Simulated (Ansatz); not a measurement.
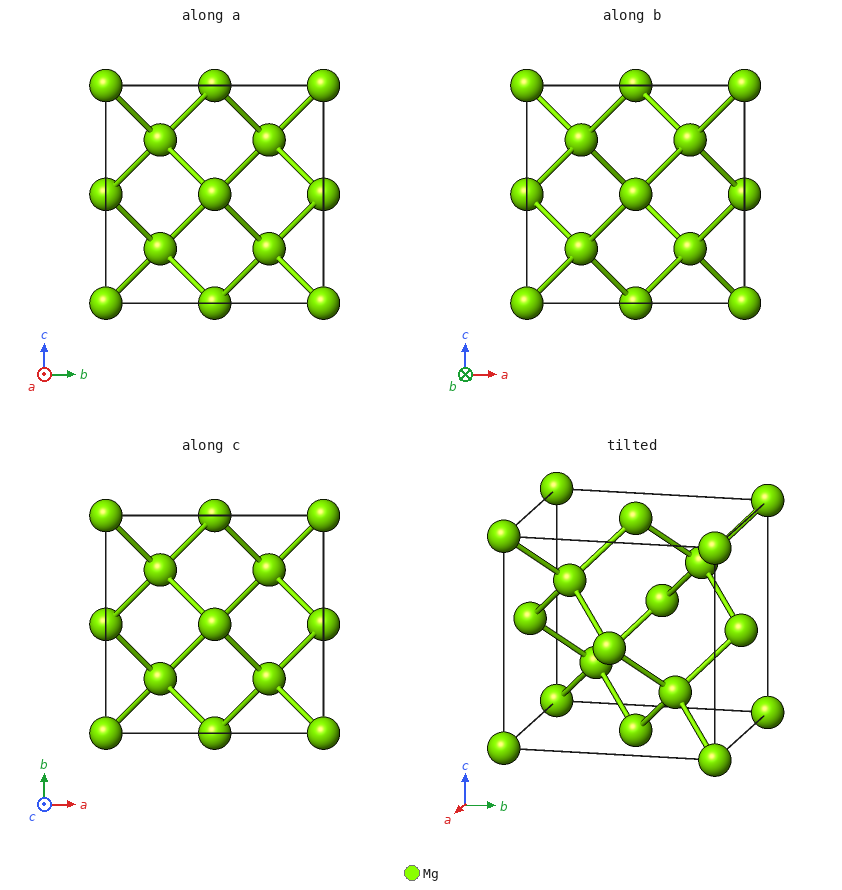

This ball-and-stick model is shown along the a axis, along the b axis, along the c axis and slightly off an axis. The lines enclose the conventional unit cell; boundary atoms appear with their images.

Lattice parameters: a = 6.4920 Å, b = 6.4920 Å, c = 6.4920 Å, α = 90.000°, β = 90.000°, γ = 90.000°.

Write the structure as a CIF with its space group and independent sites.

Answer.
```cif
data_structure
_symmetry_space_group_name_H-M 'F d -3 m :1'
_symmetry_Int_Tables_number 227
_cell_length_a 6.4920
_cell_length_b 6.4920
_cell_length_c 6.4920
_cell_angle_alpha 90.000
_cell_angle_beta 90.000
_cell_angle_gamma 90.000
_cell_volume 273.61
loop_
_atom_site_label
_atom_site_type_symbol
_atom_site_symmetry_multiplicity
_atom_site_Wyckoff_symbol
_atom_site_fract_x
_atom_site_fract_y
_atom_site_fract_z
_atom_site_occupancy
Mg1 Mg 8 a 0.2500 0.7500 0.7500 1
```

Source of the structure: a structure type filled with this element by a generator (whether the element takes this form wasn't checked). Earlier steps of the study may have refined or changed the cell and positions. A calculation with Ansatz used it as input.
